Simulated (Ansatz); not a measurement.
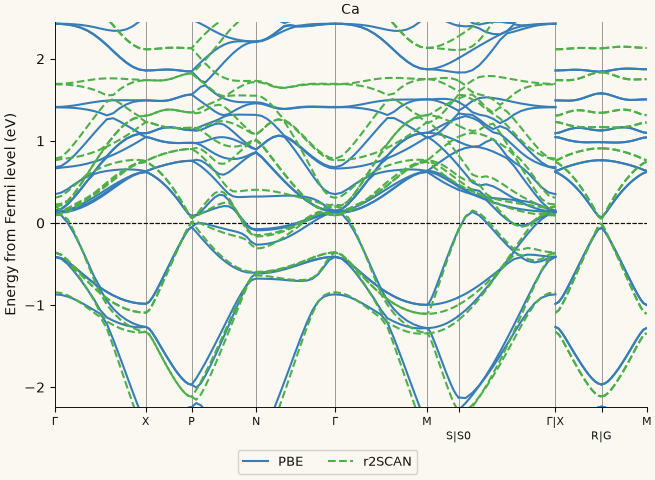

Band structures of Ca, space group I4_1/amd, 6 atoms in the cell, by two methods on the same cell. Each is counted from its own Fermi level.

Q: How do the methods compare?

A: Both give a metal. The 13 bands that come within 1 eV of the Fermi level differ by 0.11 eV on average and by 0.25 eV at most (between S0 and Γ).

Settings. PBE: DFT PBE, scalar-relativistic, plane waves, PAW, no spin polarisation, 8×8×8 k mesh, 420 eV cutoff, Gaussian smearing of 0.1 eV (Ansatz). r2SCAN: DFT r2SCAN, scalar-relativistic, plane waves, PAW, no spin polarisation, 8×8×8 k mesh, 500 eV cutoff, Gaussian smearing of 0.1 eV (Ansatz 0.2.0).

The structure is an invented one, so it need not be a known or stable phase.
